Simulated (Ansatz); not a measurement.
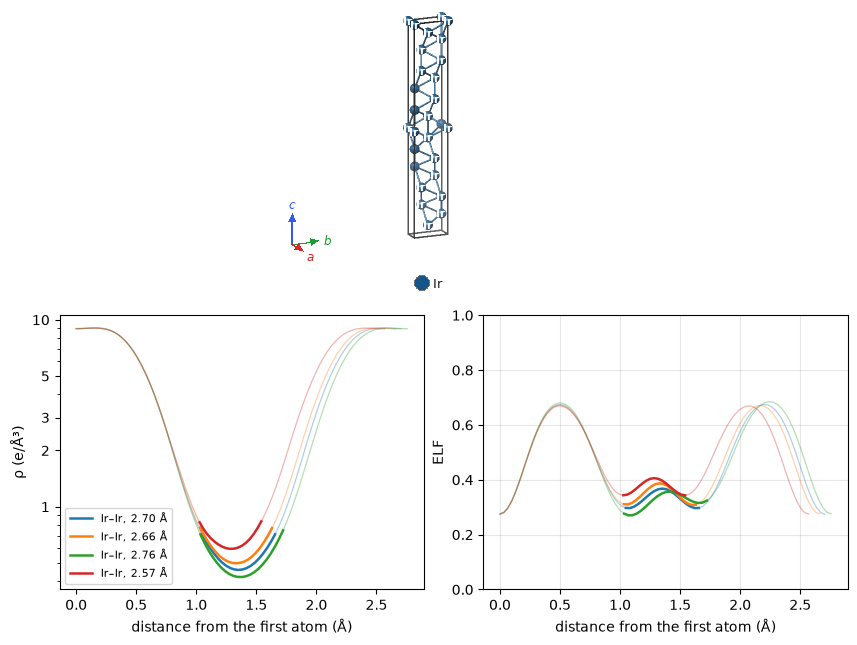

Figure. Ir (interface cell). Valence charge density (pseudo) and electron localisation function along straight lines between neighbouring atoms. Thin, pale parts lie inside the atomic spheres. The structure is drawn too.

Computed without spin polarisation.

These are results of DFT PBEsol, scalar-relativistic, plane waves, PAW in Ansatz, not measurements.

The density is the valence pseudo-density of a PAW calculation; it isn't the true density close to the nuclei.

Q: Compare the contacts.

A: Ir–Ir (2.70 Å): ρ at the midpoint is about 0.46 e/Å³; the ELF is about 0.35 at the midpoint.
Ir–Ir (2.66 Å): ρ is about 0.5 e/Å³ halfway; the ELF is about 0.40 at the midpoint.
Ir–Ir (2.76 Å): ρ is about 0.42 e/Å³ halfway; the ELF is about 0.35 at the midpoint.
Ir–Ir (2.57 Å): ρ is about 0.6 e/Å³ halfway; the ELF is about 0.40 at the midpoint.
